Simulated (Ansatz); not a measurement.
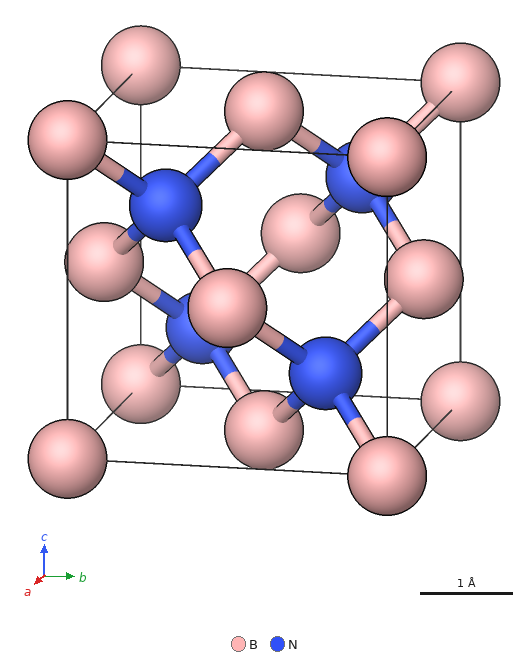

Normal modes of solid BN relaxed at −3 GPa, at the zone centre. A ball-and-stick model of the conventional cell (4 times the calculation's cell), seen slightly off an axis. Lengths and directions refer to the drawn axes.

Level of theory: Ansatz 0.2.0, DFT LDA, scalar-relativistic, plane waves, PAW.

Input
```yaml
crystal:
  lattice:
    - [0.0, 1.7947797457, 1.7947797457]
    - [1.7947797457, 0.0, 1.7947797457]
    - [1.7947797457, 1.7947797457, 0.0]
  atoms:
    - { symbol: B, position: [0.0, 0.0, 0.0] }
    - { symbol: "N", position: [0.75, 0.75, 0.75] }
basis:
  ecutwfc: 420
kpoints:
  mp_grid: { grid: [12, 12, 12] }
hamiltonian:
  xc: lda
scf:
  occupations: { method: fixed }
output:
  eigenvalues: true
phonons:
  method: dfpt
  dielectric: true
  rigid_motions: translations
  eigenvectors: true
```

Launched with:
```bash
ansatz run input.yaml --threads 1 --pin off --max-ram 3072MiB --backend cpu --events-out ev --progress --plain --runs-dir out
```

Frequencies are those without the non-analytic (LO–TO) term.

List the optical modes.

The calculation's cell holds 2 atoms, so there are 3 optical modes, in 1 level. The optical modes span T₂. No level is unstable.

```tsv
level	symmetry	frequency (cm⁻¹)	activity
1	T₂	1058	infrared- and Raman-active
```

The displacement patterns (one member of each degenerate set):

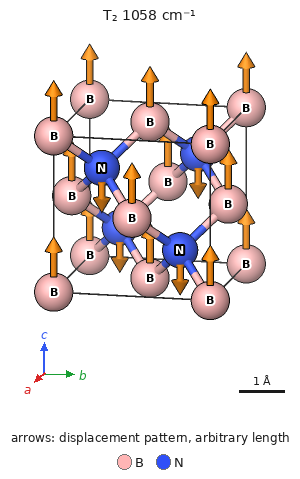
